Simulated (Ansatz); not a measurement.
# Run report: C9H, geometry relaxation (part 3 of 3)

The same run, continued: C9H (slab, 10 atoms in the cell); DFT PBE+D3(BJ), scalar-relativistic, plane waves, PAW, no spin polarisation (Ansatz 0.2.0); cutoff 420 eV, 12×12×1 k-mesh, Gaussian smearing of 0.1 eV. The structure derives from an entry of the Crystallography Open Database. The input holds or restrains some coordinates. Forces given for the steps count only the free coordinates. It belongs to a series of runs on one base structure; here: CH put at a bridge C-C site.

Geometry of the input (Å; fractional positions):
```
2.4650  0.0000  0.0000
-1.2325  2.1347  0.0000
0.0000  0.0000  30.2077
C  0.0000  0.0000  0.2814
C  0.6667  0.3333  0.2814
C  0.0000  0.0000  0.3929
C  0.3333  0.6667  0.3929
C  0.0000  0.0000  0.5045
C  0.6667  0.3333  0.5045
C  0.0000  0.0000  0.6160
C  0.3333  0.6667  0.6160
C  0.1667  0.3333  0.6610
H  0.1667  0.3333  0.6974
```

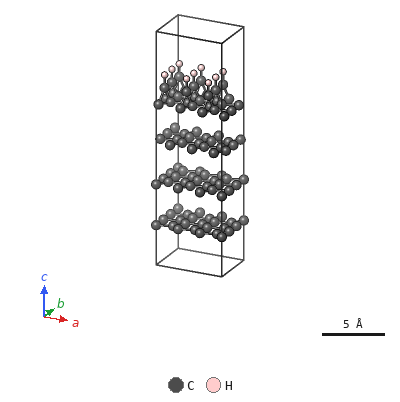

The geometry at step 9 of the log (ball-and-stick view of the 3 × 3 repeat of the cell, with the vacuum cut short, seen slightly off an axis).

Remarks

Notes on the run: the exchange-correlation potential is rough where the density is thin.
